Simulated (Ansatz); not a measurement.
# InSe: geometry relaxation (part 2 of 2)

InSe (P6₃/mmc, 8 atoms in the cell); DFT PBE+D3(BJ), scalar-relativistic, plane waves, PAW, no spin polarisation (Ansatz 0.2.0); cutoff 420 eV, 12×12×2 k-mesh, Gaussian smearing of 0.02 eV. The structure derives from an entry of the Crystallography Open Database. It belongs to a series of runs on one base structure; here: volume × 1.06, shape and atoms relaxed.

Geometry of the input (Å; fractional positions):
```
4.0996  0.0000  0.0000
-2.0498  3.5503  0.0000
0.0000  0.0000  17.1851
In 0.3333  0.6667  0.1676
In 0.6667  0.3333  0.6676
In 0.3333  0.6667  0.3324
In 0.6667  0.3333  0.8324
Se 0.3333  0.6667  0.5925
Se 0.6667  0.3333  0.0925
Se 0.3333  0.6667  0.9075
Se 0.6667  0.3333  0.4075
```

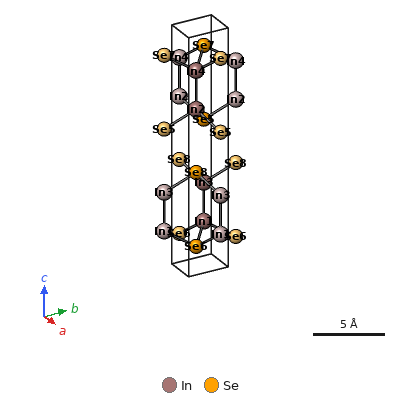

Figure 1. The geometry at step 3 of the log (ball-and-stick view of the cell of the calculation, seen slightly off an axis; neighbours outside the cell are drawn fainter; atoms are numbered from 1 in the order of the input).

```
basis re-selected at this cell: Δ(F+E_penalty+E_count) = +6.306e-6 eV, ΔP = +0.000 GPa vs the last step (what re-selecting the basis moved, of the pressure what is left beyond the Pulay correction that the steps carried, after the strain that the cell walked since its last selection, with what the two solves' SCF thresholds leave and, on support functions, any second-order correction that the steps lacked; it is no measure of the basis error at this ecutwfc). This SCF's stress stands 4.11e-2 GPa from its target on what of the cell is left free (relax.cell.stress_tol is 1.00e-1 GPa) and its largest allowed force component is 4.00e-3 eV/Å (relax.f_tol is 1.00e-2 eV/Å): within both
SCF converged after 7 iterations
Free energy (F): -44274.099115 eV
Harris-Foulkes:  -44274.099115 eV  (|F-HF|=5.09e-11)
Internal energy: -44274.099115 eV  (E = F + TS)
E sigma→0 (E₀):  -44274.099115 eV
Fermi energy:    6.571373 eV
--- Per-component energies (eV) ---
  E_band       = -1912.435676
  E_kinetic    = 1442.181122
  E_local      = -16368.154596  (includes V_loc(G=0)·N_el)
  E_nonlocal   = -914.046722
  E_hartree    = 7526.615178
  E_xc         = -1275.939460
  E_vxc        = -786.911272  (∫ρ·V_xc dr)
  E_paw        = -24265.535643  (= ΣΔE_a)
  E_vpaw       = -338.732718  (= ΣTr[D̂ρ^β])
  E_aug_tail   = -0.002314  (compensation charges beyond the density's cutoff)
  E_ewald      = -10416.994533
  E_disp       = -2.222147  (pairwise vdW)
  E_smearing   = -0.000000  (= −TS)
  E_closure    = 0.000000  (closes the sum)
  Σ components = -44274.099115   (vs F -44274.099115, Δ=0.00e0)
--- Forces (eV/Å), atoms counted from 1 ---
  atom   1  In    -0.00000000    -0.00000000    -0.00013810
  atom   2  In    -0.00000000     0.00000000    -0.00013810
  atom   3  In    -0.00000000    -0.00000000     0.00013810
  atom   4  In    -0.00000000     0.00000000     0.00013810
  atom   5  Se    -0.00000000    -0.00000000    -0.00400338
  atom   6  Se     0.00000000     0.00000000    -0.00400338
  atom   7  Se    -0.00000000    -0.00000000     0.00400338
  atom   8  Se     0.00000000     0.00000000     0.00400338
  max |Σ_I F_I| component: 1.62e-17 eV/Å
--- Stress (GPa, compression-positive) ---
       -1.083942       0.000000       0.000000
        0.000000      -1.083942       0.000000
        0.000000       0.000000      -1.022252
  P = ⅓ Tr σ = -1.0634 GPa (-10.634 kbar)
--- Band table (eV; the first three rows and the last of 38) ---
  k-point 0: bands = ["-40.9441", "-40.9441", "-40.9441", "-40.9441", "-40.9441", "-40.9441", "-40.9441", "-40.9441", "-40.9123", "-40.9123", "-40.9123", "-40.9123", "-40.9123", "-40.9123", "-40.9123", "-40.9123", "-40.9008", "-40.9008", "-40.9008", "-40.9008", "-8.2878", "-8.2875", "-8.1103", "-8.1103", "-8.1102", "-8.1102", "-8.0316", "-8.0316", "-8.0315", "-8.0315", "-8.0245", "-8.0245", "-8.0245", "-8.0245", "-7.8573", "-7.8573", "-7.8572", "-7.8572", "-7.8265", "-7.8244", "-6.8179", "-6.6970", "-6.6600", "-6.5317", "0.3547", "0.5774", "2.4168", "3.0329", "5.1128", "5.1128", "5.1208", "5.1846", "5.1846", "5.2283", "5.2283", "5.3030", "5.3030", "6.3601", "6.7827", "7.8677", "8.4512", "8.4586", "10.6113", "10.6113", "10.6996", "10.6996", "11.7425", "11.8273", "11.8273", "11.9990"]
  k-point 1: bands = ["-40.9441", "-40.9441", "-40.9441", "-40.9441", "-40.9441", "-40.9441", "-40.9441", "-40.9441", "-40.9123", "-40.9123", "-40.9123", "-40.9123", "-40.9123", "-40.9123", "-40.9123", "-40.9123", "-40.9008", "-40.9008", "-40.9008", "-40.9008", "-8.2876", "-8.2876", "-8.1102", "-8.1102", "-8.1102", "-8.1102", "-8.0315", "-8.0315", "-8.0315", "-8.0315", "-8.0245", "-8.0245", "-8.0245", "-8.0245", "-7.8573", "-7.8573", "-7.8573", "-7.8573", "-7.8255", "-7.8255", "-6.7785", "-6.7785", "-6.5748", "-6.5748", "0.4567", "0.4567", "2.7071", "2.7071", "5.1382", "5.1382", "5.1382", "5.1382", "5.2762", "5.2762", "5.2762", "5.2762", "5.6105", "5.6105", "7.4700", "7.4700", "8.4613", "8.4613", "10.6529", "10.6529", "10.6529", "10.6529", "11.9149", "11.9149", "11.9149", "11.9149"]
  k-point 2: bands = ["-40.9441", "-40.9441", "-40.9441", "-40.9441", "-40.9441", "-40.9441", "-40.9441", "-40.9441", "-40.9124", "-40.9123", "-40.9123", "-40.9123", "-40.9123", "-40.9123", "-40.9123", "-40.9123", "-40.9008", "-40.9008", "-40.9008", "-40.9008", "-8.2873", "-8.2870", "-8.1320", "-8.1305", "-8.1094", "-8.1092", "-8.0566", "-8.0549", "-8.0272", "-8.0271", "-8.0262", "-8.0261", "-8.0214", "-8.0214", "-7.8757", "-7.8744", "-7.8579", "-7.8577", "-7.8012", "-7.8009", "-6.7507", "-6.6335", "-6.5968", "-6.4721", "0.3956", "0.5986", "2.4356", "2.9367", "4.6413", "4.7813", "4.7844", "4.9775", "5.0252", "5.1061", "5.1506", "5.2357", "5.3818", "6.3157", "7.2682", "8.0903", "8.8034", "8.8165", "10.2257", "10.3733", "10.6899", "10.7636", "11.4715", "11.7371", "11.8246", "11.9758"]
  k-point 37: bands = ["-40.9440", "-40.9440", "-40.9440", "-40.9440", "-40.9440", "-40.9440", "-40.9440", "-40.9440", "-40.9124", "-40.9124", "-40.9124", "-40.9124", "-40.9124", "-40.9124", "-40.9123", "-40.9123", "-40.9007", "-40.9007", "-40.9007", "-40.9007", "-8.3840", "-8.3840", "-8.2943", "-8.2943", "-8.2316", "-8.2316", "-8.1273", "-8.1273", "-8.0242", "-8.0242", "-7.9894", "-7.9894", "-7.9784", "-7.9784", "-7.8882", "-7.8882", "-7.8879", "-7.8879", "-7.6986", "-7.6986", "-5.5578", "-5.5578", "-5.5002", "-5.5002", "0.3608", "0.3608", "1.1481", "1.1481", "2.6651", "2.6651", "3.0313", "3.0313", "4.0000", "4.0000", "4.2657", "4.2657", "4.8627", "4.8627", "8.3194", "8.3194", "8.7042", "8.7042", "9.8428", "9.8428", "10.8194", "10.8194", "11.9493", "11.9493", "12.8922", "12.8922"]
--- Relaxed structure (4 steps of the walk, 3 accepted, 1 SCFs on fresh bases) ---
  F+E_penalty+E_count = -44274.09911540 eV   max|allowed force component| = 4.003e-3 eV/Å   (the final SCF, on the basis selected at the relaxed cell)
  cell:  # Å, volume = 250.1288 Å³
    - [4.074988155507845, 0.0, 0.0]
    - [-2.0374940777539226, 3.5290432627904864, 0.0]
    - [0.0, 0.0, 17.393238264257434]
  atoms:
    - { symbol: In, position: [0.33333333333333326, 0.6666666666666665, 0.16911509929597532] }
    - { symbol: In, position: [0.6666666666666665, 0.33333333333333326, 0.6691150992959756] }
    - { symbol: In, position: [0.33333333333333326, 0.6666666666666665, 0.3308849007040247] }
    - { symbol: In, position: [0.6666666666666665, 0.33333333333333326, 0.8308849007040245] }
    - { symbol: Se, position: [0.33333333333333326, 0.6666666666666665, 0.5958425135811936] }
    - { symbol: Se, position: [0.6666666666666665, 0.33333333333333326, 0.09584251358119361] }
    - { symbol: Se, position: [0.33333333333333326, 0.6666666666666665, 0.9041574864188064] }
    - { symbol: Se, position: [0.6666666666666665, 0.33333333333333326, 0.4041574864188065] }
```

Trajectory as extended XYZ (Å, eV, eV/Å), 5 frames, from step=1 to step=5
```
8
Lattice="4.0996 0.0000 0.0000 -2.0498 3.5503 0.0000 0.0000 0.0000 17.1851" Properties=species:S:1:pos:R:3:forces:R:3 step=1 energy=-44274.07960 pressure_GPa=-1.89
In    0.0000    2.3669    2.8801    0.0000   0.0000  -0.0934
In    2.0498    1.1834   11.4727    0.0000   0.0000  -0.0934
In    0.0000    2.3669    5.7124    0.0000   0.0000   0.0934
In    2.0498    1.1834   14.3050    0.0000   0.0000   0.0934
Se    0.0000    2.3669   10.1820    0.0000   0.0000   0.1963
Se    2.0498    1.1834    1.5895    0.0000   0.0000   0.1963
Se    0.0000    2.3669   15.5956    0.0000   0.0000  -0.1963
Se    2.0498    1.1834    7.0031    0.0000   0.0000  -0.1963
8
Lattice="4.0825 0.0000 0.0000 -2.0412 3.5355 0.0000 0.0000 0.0000 17.3297" Properties=species:S:1:pos:R:3:forces:R:3 step=2 energy=-44274.04204 pressure_GPa=0.15 accepted=F
In    0.0000    2.3570    2.9566    0.0000   0.0000  -0.0345
In    2.0412    1.1785   11.6215    0.0000   0.0000  -0.0345
In    0.0000    2.3570    5.7082    0.0000   0.0000   0.0345
In    2.0412    1.1785   14.3730    0.0000   0.0000   0.0345
Se    0.0000    2.3570   10.4018    0.0000   0.0000  -0.3344
Se    2.0412    1.1785    1.7369    0.0000   0.0000  -0.3344
Se    0.0000    2.3570   15.5927    0.0000   0.0000   0.3344
Se    2.0412    1.1785    6.9279    0.0000   0.0000   0.3344
8
Lattice="4.0817 0.0000 0.0000 -2.0409 3.5349 0.0000 0.0000 0.0000 17.3358" Properties=species:S:1:pos:R:3:forces:R:3 step=3 energy=-44274.09853 pressure_GPa=-1.15
In    0.0000    2.3566    2.9267    0.0000   0.0000  -0.0034
In    2.0409    1.1783   11.5946    0.0000   0.0000  -0.0034
In    0.0000    2.3566    5.7412    0.0000   0.0000   0.0034
In    2.0409    1.1783   14.4091    0.0000   0.0000   0.0034
Se    0.0000    2.3566   10.3231    0.0000   0.0000   0.0037
Se    2.0409    1.1783    1.6552    0.0000   0.0000   0.0037
Se    0.0000    2.3566   15.6806    0.0000   0.0000  -0.0037
Se    2.0409    1.1783    7.0127    0.0000   0.0000  -0.0037
8
Lattice="4.0750 0.0000 0.0000 -2.0375 3.5290 0.0000 0.0000 0.0000 17.3932" Properties=species:S:1:pos:R:3:forces:R:3 step=4 energy=-44274.09912 pressure_GPa=-1.06
In    0.0000    2.3527    2.9415    0.0000   0.0000  -0.0003
In    2.0375    1.1763   11.6381    0.0000   0.0000  -0.0003
In    0.0000    2.3527    5.7552    0.0000   0.0000   0.0003
In    2.0375    1.1763   14.4518    0.0000   0.0000   0.0003
Se    0.0000    2.3527   10.3636    0.0000   0.0000  -0.0040
Se    2.0375    1.1763    1.6670    0.0000   0.0000  -0.0040
Se    0.0000    2.3527   15.7262    0.0000   0.0000   0.0040
Se    2.0375    1.1763    7.0296    0.0000   0.0000   0.0040
8
Lattice="4.0750 0.0000 0.0000 -2.0375 3.5290 0.0000 0.0000 0.0000 17.3932" Properties=species:S:1:pos:R:3:forces:R:3 step=5 energy=-44274.09911 pressure_GPa=-1.06
In    0.0000    2.3527    2.9415    0.0000   0.0000  -0.0001
In    2.0375    1.1763   11.6381    0.0000   0.0000  -0.0001
In    0.0000    2.3527    5.7552    0.0000   0.0000   0.0001
In    2.0375    1.1763   14.4518    0.0000   0.0000   0.0001
Se    0.0000    2.3527   10.3636    0.0000   0.0000  -0.0040
Se    2.0375    1.1763    1.6670    0.0000   0.0000  -0.0040
Se    0.0000    2.3527   15.7262    0.0000   0.0000   0.0040
Se    2.0375    1.1763    7.0296    0.0000   0.0000   0.0040
```

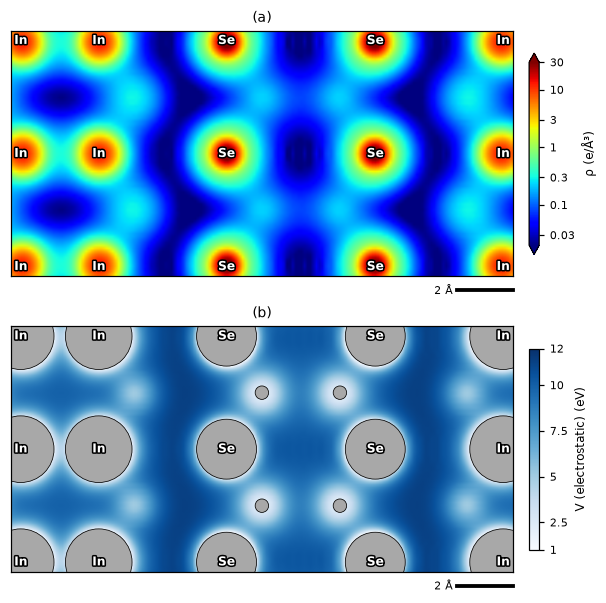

Figure 2. (a) valence electron density; (b) electrostatic potential (local pseudopotential plus Hartree) felt by an electron on the (11̄0) plane of the conventional cell. Grey discs, where drawn, cover atomic cores. The section cuts through In and Se sites. In–In (2.81 Å): the density is about 0.33 e/Å³ at the midpoint. Away from the nuclei the density in this plane falls to 0.007 e/Å³ at its lowest. Outside the cores the potential energy rises away from the atoms and is highest about 2.2 Å from the nearest atoms; outside the discs it spans about 10 eV, and its zero is arbitrary. The fields are those of the smooth PAW valence density.

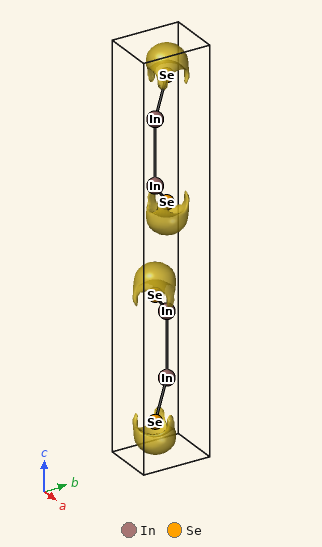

Figure 3. Isosurface of the ELF at 0.8 (yellow), seen slightly off an axis. Core shells and regions of very low density are left out. Sticks mark near contacts. The outline is the cell set on symmetry axes. Along the contacts the grid gives the following. In–Se (2.68 Å): the ELF is about 0.50 at the midpoint. In–In (2.81 Å): the ELF is about 0.55 at the midpoint.

Key numbers

```json
{"quantity": "outcome", "value": "converged"}
{"quantity": "space group (tolerance 0.01 Å)", "value": "P6₃/mmc (194)"}
{"quantity": "electrons treated", "value": "116"}
{"quantity": "free energy", "value": "−44274.0991 eV"}
{"quantity": "Fermi energy", "value": "6.571 eV"}
{"quantity": "gap on the k-point mesh", "value": "0.42 eV"}
{"quantity": "pressure", "value": "−1.06 GPa"}
{"quantity": "final volume", "value": "250.13 Å³"}
{"quantity": "largest force (length of the vector) at the end", "value": "0.004 eV/Å"}
{"quantity": "final cell", "value": "a = 4.075 Å, b = 4.075 Å, c = 17.393 Å, α = 90.00°, β = 90.00°, γ = 120.00°"}
{"quantity": "hardware", "value": "2 threads of Intel Xeon @ 2.50GHz (Skylake/Cascade Lake), 189 GiB of memory available, shared host"}
{"quantity": "wall time", "value": "3.4 min (CPU time 5.7 min)"}
{"quantity": "peak memory", "value": "0.88 GiB"}
```
